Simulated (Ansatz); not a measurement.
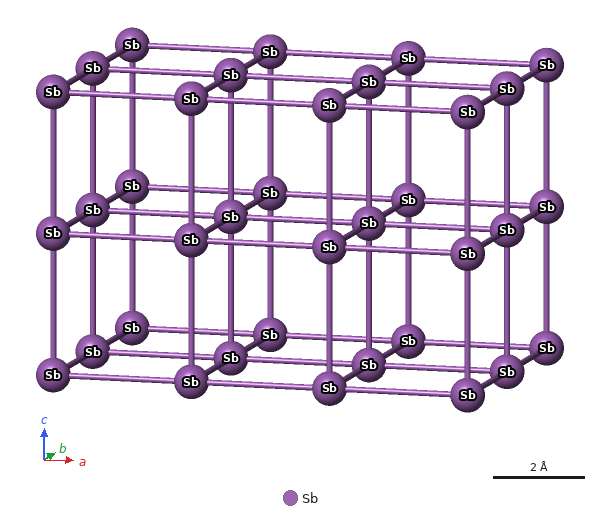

Reference structure: solid Sb (set up in Pm-3m). Style: ball-and-stick. Shown: the cell of the calculation, repeated 3 × 2 × 2 with one cell outlined, slightly off an axis.

Theory: Ansatz, DFT, PBEsol, PAW with Ansatz's default frozen-core files, scalar-relativistic. Set-up: plane-wave cutoff 420 eV; k-point mesh 13 × 13 × 13; occupations fermi dirac; smearing width 0.05 eV; no spin polarisation.

Change: All lengths are scaled by −1.4 % (volume −4.0 %), the atoms keeping their fractional coordinates. No relaxation follows.

What does the calculation give for the changed structure?

Some distances before and after: Sb–Sb 3.160 → 3.117 Å. The space group stays Pm-3m (No. 221). The energy falls by 32.0 meV per atom. The pressure goes from −4.9 to −3.1 GPa. All forces vanish by symmetry.

Drawn alike, the variant:

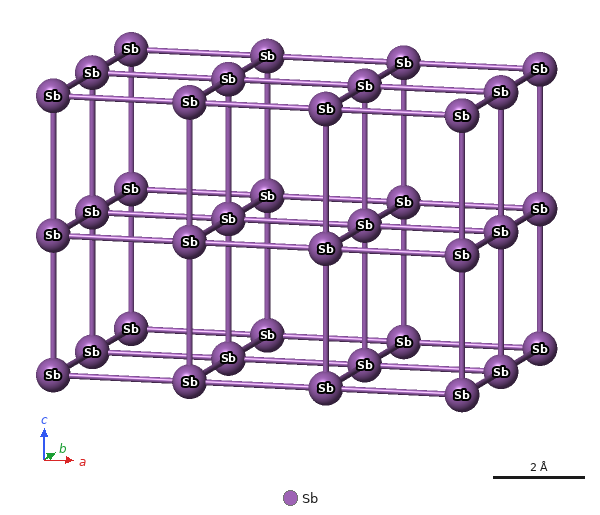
